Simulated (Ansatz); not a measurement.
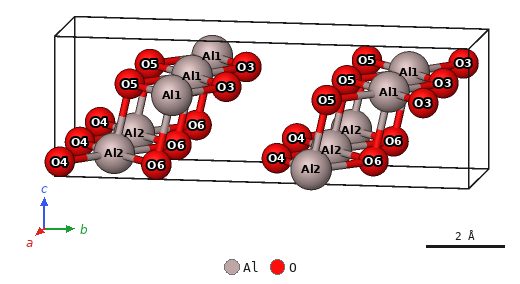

This is the input geometry for a relaxation of crystalline AlO2 (set up in Cmcm). The picture is a ball-and-stick view of the conventional cell (2 times the calculation's cell), repeated 2 × 1 × 1 with one cell outlined, seen slightly off an axis. Lengths and directions refer to the drawn axes.

The run lets cell and atoms move.

These are results of Ansatz 0.2.0, Kohn-Sham DFT of a periodic cell, PBE, Ansatz PAW, not measurements.

Input
```yaml
crystal:
  lattice:
    - [1.488162, -5.402833, 0.0]
    - [1.488162, 5.402833, 0.0]
    - [0.0, 0.0, 3.646612]
  atoms:
    - { symbol: Al, position: [0.668133, 0.331867, 0.75] }
    - { symbol: Al, position: [0.331867, 0.668133, 0.25] }
    - { symbol: O, position: [0.061072, 0.938928, 0.75] }
    - { symbol: O, position: [0.938928, 0.061072, 0.25] }
    - { symbol: O, position: [0.294184, 0.705816, 0.75] }
    - { symbol: O, position: [0.705816, 0.294184, 0.25] }
hamiltonian:
  xc: pbe
  pseudopotentials: { kind: paw }
kpoints:
  mp_grid: { grid: [9, 9, 7] }
scf:
  occupations: { method: fermi_dirac, width: 0.05 }
output:
  forces: true
  stress: true
  eigenvalues: true
relax:
  f_tol: 0.01
  max_steps: 40
  cell: { stress_tol: 0.05 }
```

Command:
```bash
ansatz run input.yaml --threads 2 --pin off --max-ram 5632MiB --backend cpu --events-out ev --progress --plain --runs-dir out
```

**What does the optimiser find from here?**

The largest moves relative to the cell, 0.31 Å, are those of O3 and O4. O4 goes along −b. By element the largest moves are O 0.31 Å, Al 0.06 Å. Cell: a 2.976 → 2.939 Å (−1.3 %), b 10.806 → 9.981 Å (−7.6 %), c 3.647 → 3.624 Å (−0.6 %). Volume −9.4 %. Some distances before and after: Al1–O3 1.885 → 1.977 Å, Al1–O5 2.017 → 1.975 Å, Al1–O6 1.868 → 1.862 Å. Bond angles that change, for instance: Al1–O3–Al1 104.3° → 96.0°, O4–Al2–O4 104.3° → 96.0°, O4–Al2–O6 175.4° → 179.9°. The space group stays Cmcm (No. 63). Over 10 accepted moves (14 points after the start) the energy falls by 118 meV per atom. Largest force component: 0.7 eV/Å at the start, 0.0018 eV/Å at the end. Pressure: −1.16 GPa at the start and 0.00 GPa at the end. The line search rejected the trial step at point 5 of the run. The SCF was repeated 3 times at an unchanged geometry on a basis and grid sized afresh for the cell, which shifted the energy by 2.5 meV per atom at most.

History of the run:

```json
{"step": "0", "E − E(0), meV/atom": "0.00", "largest force component, eV/Å": "0.6977", "pressure, GPa": "-1.16", "volume, Å³/atom": "9.773", "note": ""}
{"step": "1", "E − E(0), meV/atom": "-39.34", "largest force component, eV/Å": "1.6039", "pressure, GPa": "0.76", "volume, Å³/atom": "9.323", "note": ""}
{"step": "2", "E − E(0), meV/atom": "-81.98", "largest force component, eV/Å": "1.5052", "pressure, GPa": "1.13", "volume, Å³/atom": "8.979", "note": ""}
{"step": "3", "E − E(0), meV/atom": "-99.08", "largest force component, eV/Å": "1.1025", "pressure, GPa": "2.84", "volume, Å³/atom": "8.580", "note": ""}
{"step": "4", "E − E(0), meV/atom": "-116.91", "largest force component, eV/Å": "0.2270", "pressure, GPa": "-2.32", "volume, Å³/atom": "9.020", "note": ""}
{"step": "5", "E − E(0), meV/atom": "-116.47", "largest force component, eV/Å": "0.2466", "pressure, GPa": "0.88", "volume, Å³/atom": "8.927", "note": "rejected"}
{"step": "6", "E − E(0), meV/atom": "-119.17", "largest force component, eV/Å": "0.0990", "pressure, GPa": "-0.86", "volume, Å³/atom": "8.945", "note": ""}
{"step": "7", "E − E(0), meV/atom": "-120.01", "largest force component, eV/Å": "0.0207", "pressure, GPa": "-0.39", "volume, Å³/atom": "8.904", "note": ""}
{"step": "8", "E − E(0), meV/atom": "-120.12", "largest force component, eV/Å": "0.0434", "pressure, GPa": "0.14", "volume, Å³/atom": "8.887", "note": ""}
{"step": "9", "E − E(0), meV/atom": "-120.12", "largest force component, eV/Å": "0.0020", "pressure, GPa": "0.01", "volume, Å³/atom": "8.889", "note": ""}
{"step": "10", "E − E(0), meV/atom": "-117.61", "largest force component, eV/Å": "0.0026", "pressure, GPa": "-0.61", "volume, Å³/atom": "8.889", "note": "same geometry, new basis"}
{"step": "11", "E − E(0), meV/atom": "-117.86", "largest force component, eV/Å": "0.0032", "pressure, GPa": "-0.01", "volume, Å³/atom": "8.858", "note": ""}
{"step": "12", "E − E(0), meV/atom": "-117.68", "largest force component, eV/Å": "0.0032", "pressure, GPa": "-0.04", "volume, Å³/atom": "8.858", "note": "same geometry, new basis"}
{"step": "13", "E − E(0), meV/atom": "-117.69", "largest force component, eV/Å": "0.0018", "pressure, GPa": "0.00", "volume, Å³/atom": "8.857", "note": ""}
{"step": "14", "E − E(0), meV/atom": "-117.68", "largest force component, eV/Å": "0.0018", "pressure, GPa": "0.00", "volume, Å³/atom": "8.857", "note": "same geometry, new basis"}
```

After the run, drawn alike:

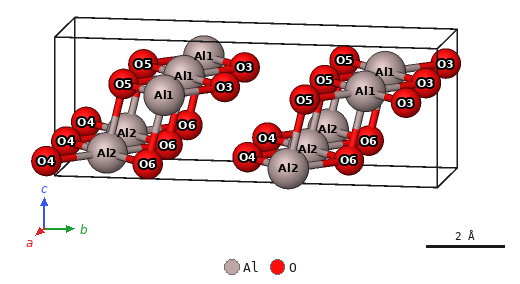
